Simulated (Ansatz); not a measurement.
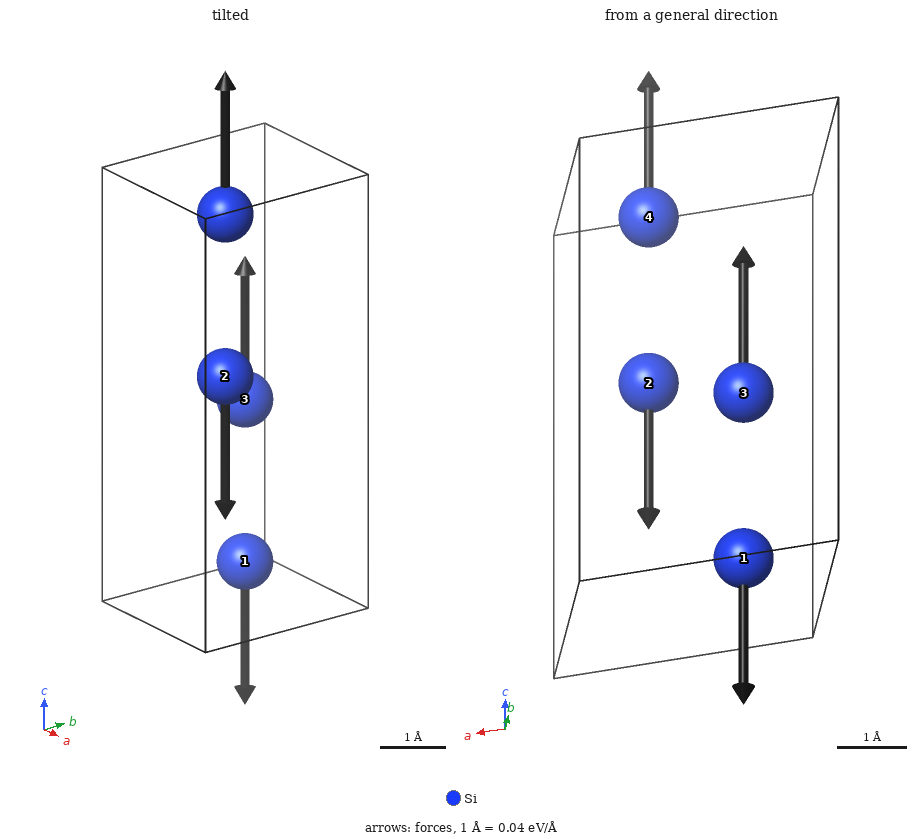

Spheres-only model, viewed slightly off an axis and from a general direction. The lines enclose the simulation cell; boundary atoms appear with their images. The arrows are the computed forces on the atoms.

System: Si. Method used: DFT r2SCAN, scalar-relativistic, plane waves, PAW in Ansatz. It ran with an energy cutoff of 500 eV, the zone sampled with 12×12×6 points, Gaussian smearing of 0.05 eV, no spin polarisation.

Q: Could this be the end point of a relaxation?

A: No. The atoms still feel forces of up to about 0.074 eV/Å, above a usual threshold of 0.01 to 0.03 eV/Å.

Q: Find the atom with the largest force.

A: All Si atoms, about 0.074 eV/Å.

The structure was taken from a structure listed in the Materials Project. The cell was then strained or its atoms displaced on purpose. An electronic-structure calculation with Ansatz was run on it.
